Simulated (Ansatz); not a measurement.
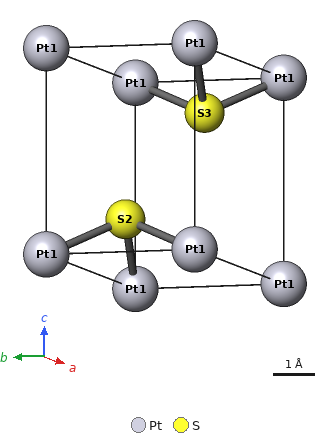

**Figure 1.** The structure (ball-and-stick view of the cell of the calculation, seen at an oblique angle; atoms are numbered from 1 in the order of the input).

**PtS$_{2}$: a changed input and its effect**

System: PtS$_{2}$ (P-3m1, 3 atoms in the cell).
Method of run A: DFT, r2SCAN, plane waves, PAW, no spin polarisation (Ansatz 0.2.0).

The structure was built on a prototype by a generator. The geometry comes from this level: r2scan-rvv10 (a point of a series of strains). Text and figures count atoms from 1; the logs count them from 0 in places.

### The input, run A
```yaml
crystal:
  lattice:
    - [3.6929709228, 0.0, 0.0]
    - [-1.8464854614, 3.1982066345, 0.0]
    - [0.0, 0.0, 5.3250581313]
  atoms:
    - { symbol: Pt, position: [0.0, 0.0, 0.0] }
    - { symbol: S, position: [0.3333333333, 0.6666666667, 0.2182882925] }
    - { symbol: S, position: [0.6666666667, 0.3333333333, 0.7817117075] }
kpoints:
  mp_grid: { grid: [12, 12, 6] }
  band_path:
    path:
      - [0.0, 0.0, 0.0]
      - [0.5, 0.0, 0.0]
      - [0.3333333333, 0.3333333333, 0.0]
      - [0.0, 0.0, 0.5]
      - [0.5, 0.0, 0.5]
      - [0.3333333333, 0.3333333333, 0.5]
      - [0.0, 0.1666666667, 0.1666666667]
      - [0.0, 0.25, 0.3333333333]
    npoints: 1
hamiltonian:
  xc: r2scan
scf:
  occupations: { method: fixed }
  n_extra_bands: 4
output:
  forces: true
  stress: true
  eigenvalues: true
```

Hardware: 4 threads of an Arm (aarch64) CPU, shared host.

### Output, shortened to warnings, some set-up lines, iterations and results (run A)
```
Basis set: ecut = 500 eV, 1615 PW (Γ), exchange–correlation on 108×108×160 points (64 copies of the dense FFT grid, shifted against one another)
Symmetry: 12 space group operations
k-points: 100 of 864
Initial density: superposition of atomic densities (neutral atoms: chi_scale 0, normalization atom), corrected by the library's trained network
[...]
SCF iter   1: F=—  HF=-14349.616301 eV  |F-HF|=—  |Δ(HF+E_count)|=         —  Δρ=8.46e-3  dr2=4.82e-2  dr2_τ=7.67e-2  ethr=1.77e-3  ⟨swp⟩=4.7  Hψ=8358  notcnv=0  defer=200
SCF iter   2: F=—  HF=-14349.643109 eV  |F-HF|=—  |Δ(HF+E_count)|=   2.68e-2  Δρ=4.96e-3  dr2=6.80e-3  dr2_τ=3.23e-3  ethr=1.61e-4  ⟨swp⟩=2.4  Hψ=3907  notcnv=0  defer=200
SCF iter   3: F=—  HF=-14349.643471 eV  |F-HF|=—  |Δ(HF+E_count)|=   3.62e-4  Δρ=2.78e-3  dr2=1.54e-3  dr2_τ=1.04e-4  ethr=2.27e-5  ⟨swp⟩=2.5  Hψ=2531  notcnv=0  defer=200
SCF iter   4: F=—  HF=-14349.643918 eV  |F-HF|=—  |Δ(HF+E_count)|=   4.47e-4  Δρ=2.32e-4  dr2=2.56e-5  dr2_τ=2.37e-6  ethr=5.14e-6  ⟨swp⟩=2.7  Hψ=3137  notcnv=0  defer=200
SCF iter   5: F=—  HF=-14349.643931 eV  |F-HF|=—  |Δ(HF+E_count)|=   1.35e-5  Δρ=5.96e-5  dr2=3.00e-6  dr2_τ=2.01e-7  ethr=8.54e-8  ⟨swp⟩=2.2  Hψ=3051  notcnv=0  defer=46
SCF iter   6: F=—  HF=-14349.643933 eV  |F-HF|=—  |Δ(HF+E_count)|=   1.19e-6  Δρ=1.19e-5  dr2=1.10e-7  dr2_τ=5.07e-9  ethr=9.99e-9  ⟨swp⟩=2.6  Hψ=2789  notcnv=0  defer=51
SCF iter   7: F=-14349.643933 eV  HF=-14349.643933 eV  |F-HF|=2.58e-9  |Δ(HF+E_count)|=   8.58e-8  Δρ=2.37e-6  dr2=4.48e-9  dr2_τ=2.40e-10  ethr=3.33e-10  ⟨swp⟩=6.9  Hψ=9011  …
SCF 1 converged in 7 iterations: F = -14349.643933 eV  dr2 = 4.48e-9
NSCF: frozen V_eff on 8 k-points
SCF converged after 7 iterations
Free energy (F): -14349.643933 eV
Harris-Foulkes:  -14349.643933 eV  (|F-HF|=2.58e-9)
Internal energy: -14349.643933 eV  (E = F + TS)
E sigma→0 (E₀):  -14349.643933 eV
Fermi energy:    8.341347 eV
--- Per-component energies (eV) ---
  E_band       = -400.368856
  E_kinetic    = 845.192476
  E_local      = -3378.378239  (includes V_loc(G=0)·N_el)
  E_nonlocal   = 256.659299
  E_hartree    = 1338.053775
  E_xc         = -431.575827
  E_vxc        = -524.009219  (∫ρ·V_xc dr)
  E_paw        = -10697.651123  (= ΣΔE_a)
  E_vpaw       = -306.444279  (= ΣTr[D̂ρ^β])
  E_aug_tail   = 0.000149  (compensation charges beyond the density's cutoff)
  E_vtau       = 30.502114  (kinetic-family band-sum trace: ∫τ·v_τ [+ j·A + Jᵃ·Aᵃ] dr)
  E_ewald      = -2281.493415
  E_core_change = -0.451028  (= ΣΔE_core)
  E_smearing   = -0.000000  (= −TS)
  E_closure    = 0.000000  (closes the sum)
  Σ components = -14349.643933   (vs F -14349.643933, Δ=0.00e0)
--- Forces (eV/Å), atoms counted from 1 ---
  atom   1  Pt     0.00000000    -0.00000000     0.00000000
  atom   2  S     -0.00000000    -0.00000000    -0.03831536
  atom   3  S     -0.00000000     0.00000000     0.03831536
  max |Σ_I F_I| component: 1.16e-17 eV/Å
--- Stress (GPa, compression-positive) ---
       -8.369059       0.000000      -0.000000
        0.000000      -8.369059      -0.000000
        0.000000      -0.000000      -0.633742
  P = ⅓ Tr σ = -5.7906 GPa (-57.906 kbar)
```

For run B the input was changed thus:
```diff
-  xc: r2scan
+  xc: pbe
-  occupations: { method: fixed }
+  occupations: { method: fermi_dirac, width: 0.02 }
```

Predict how the results change.

The total energies belong to different methods, so their difference says nothing on which is more stable or more accurate. The gap on the mesh goes from 0.96 to 0.81 eV. The pressure goes from −5.79 to −3.48 GPa. The largest force goes from 0.038 to 0.010 eV/Å. The functional changes from r2SCAN to PBE. The number of SCF iterations is the same. The default cutoff goes from 500 to 420 eV with the change. The plane waves at Γ go from 1615 to 1241.

### Output, shortened to warnings, some set-up lines, iterations and results (run B)
```
Basis set: ecut = 420 eV, 1241 PW (Γ), exchange–correlation on 50×50×72 points (8 copies of the dense FFT grid, shifted against one another)
Symmetry: 12 space group operations
k-points: 100 of 864
Initial density: superposition of atomic densities (neutral atoms: chi_scale 0, normalization atom), corrected by the library's trained network
[...]
SCF iter   1: F=—  HF=-14328.172783 eV  |F-HF|=—  |Δ(HF+E_count)|=         —  Δρ=2.58e-3  dr2=5.06e-3  ethr=1.77e-3  ⟨swp⟩=6.0  Hψ=9845  notcnv=0
SCF iter   2: F=—  HF=-14328.173055 eV  |F-HF|=—  |Δ(HF+E_count)|=   2.72e-4  Δρ=1.41e-3  dr2=1.66e-3  ethr=1.69e-5  ⟨swp⟩=2.0  Hψ=4149  notcnv=0
SCF iter   3: F=—  HF=-14328.173098 eV  |F-HF|=—  |Δ(HF+E_count)|=   4.23e-5  Δρ=3.60e-4  dr2=1.01e-4  ethr=5.53e-6  ⟨swp⟩=2.1  Hψ=3225  notcnv=0
SCF iter   4: F=—  HF=-14328.173093 eV  |F-HF|=—  |Δ(HF+E_count)|=   4.20e-6  Δρ=1.75e-4  dr2=2.15e-5  ethr=3.38e-7  ⟨swp⟩=2.5  Hψ=3116  notcnv=0
SCF iter   5: F=—  HF=-14328.173153 eV  |F-HF|=—  |Δ(HF+E_count)|=   5.91e-5  Δρ=6.60e-5  dr2=5.35e-6  ethr=7.17e-8  ⟨swp⟩=2.3  Hψ=2717  notcnv=0
SCF iter   6: F=—  HF=-14328.173154 eV  |F-HF|=—  |Δ(HF+E_count)|=   1.11e-6  Δρ=2.98e-5  dr2=9.14e-7  ethr=1.78e-8  ⟨swp⟩=2.4  Hψ=2674  notcnv=0
SCF iter   7: F=-14328.173154 eV  HF=-14328.173154 eV  |F-HF|=1.44e-8  |Δ(HF+E_count)|=   1.83e-7  Δρ=4.68e-6  dr2=1.96e-8  ethr=3.33e-10  ⟨swp⟩=3.0  Hψ=7775  notcnv=0
SCF 1 converged in 7 iterations: F = -14328.173154 eV  dr2 = 1.96e-8
NSCF: frozen V_eff on 8 k-points
SCF converged after 7 iterations
Free energy (F): -14328.173154 eV
Harris-Foulkes:  -14328.173154 eV  (|F-HF|=1.44e-8)
Internal energy: -14328.173154 eV  (E = F + TS)
E sigma→0 (E₀):  -14328.173154 eV
Fermi energy:    8.990482 eV
--- Per-component energies (eV) ---
  E_band       = -374.759760
  E_kinetic    = 846.355691
  E_local      = -3377.021689  (includes V_loc(G=0)·N_el)
  E_nonlocal   = 255.195743
  E_hartree    = 1336.839022
  E_xc         = -454.404113
  E_vxc        = -475.592639  (∫ρ·V_xc dr)
  E_paw        = -10653.644598  (= ΣΔE_a)
  E_vpaw       = -297.369120  (= ΣTr[D̂ρ^β])
  E_aug_tail   = 0.000204  (compensation charges beyond the density's cutoff)
  E_ewald      = -2281.493415
  E_smearing   = -0.000000  (= −TS)
  E_closure    = -0.000000  (closes the sum)
  Σ components = -14328.173154   (vs F -14328.173154, Δ=0.00e0)
--- Forces (eV/Å), atoms counted from 1 ---
  atom   1  Pt     0.00000000    -0.00000000     0.00000000
  atom   2  S      0.00000000    -0.00000000    -0.01003510
  atom   3  S     -0.00000000     0.00000000     0.01003510
  max |Σ_I F_I| component: 4.63e-18 eV/Å
--- Stress (GPa, compression-positive) ---
       -5.440443       0.000000       0.000000
       -0.000000      -5.440443      -0.000000
        0.000000      -0.000000       0.433110
  P = ⅓ Tr σ = -3.4826 GPa (-34.826 kbar)
```

### The two runs side by side

```tsv
quantity	run A	run B
outcome	converged	converged
free energy per atom (eV)	−4783.2146	−4776.0577
gap on the mesh (eV)	0.96	0.81
pressure (GPa)	−5.79	−3.48
largest force (eV/Å)	0.038	0.010
SCF iterations	7	7
irreducible k-points	100	100
plane waves at Γ	1615	1241
wall time (shared host)	4.3 s	2 s
```

For both runs: Spin–orbit coupling is left out, which matters for Pt.
